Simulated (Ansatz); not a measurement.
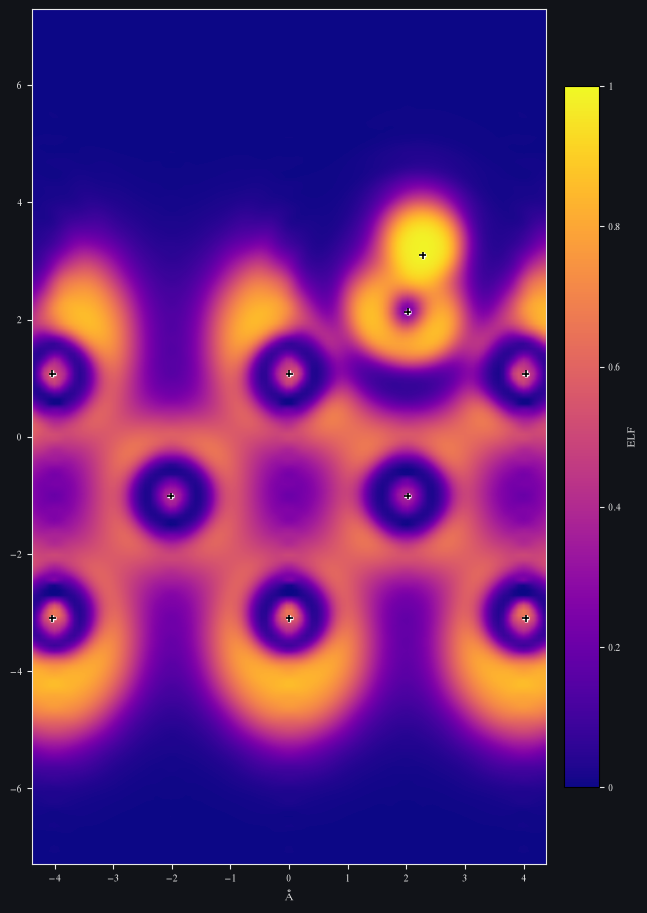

The electron localisation function on a plane through atoms (crosses mark nuclei in the plane).

The calculation used Ansatz 0.2.0, DFT PBE, scalar-relativistic, plane waves, PAW.

Candidates:
A. Al12HO (slab), a = 5.71 Å, b = 5.71 Å, c = 22.18 Å, α = 90.00°, β = 90.00°, γ = 90.00°. Not relaxed (largest force 1.4 eV/Å); the program warned that a starting moment wasn't kept; spin-polarised, but the moments vanished.
B. V4O (slab), a = 3.00 Å, b = 3.00 Å, c = 21.33 Å, α = 90.00°, β = 90.00°, γ = 90.00°. Not relaxed (largest force 0.6 eV/Å); computed without spin polarisation.

**Which candidate gave the map?**

Candidate A: Al12HO on the (11̄0) plane of the calculation cell, a cut from vacuum to vacuum, which holds Al, O and H. O–H (1.00 Å): the ELF climbs to about 1 towards the hydrogen, as it does in any bond to H: a covalent bond by its length. Al–O (2.28 Å): the ELF peaks at about 0.85 in the valence shell of O, 0.6 Å from its nucleus, and drops to about 0.35 between the two atoms.
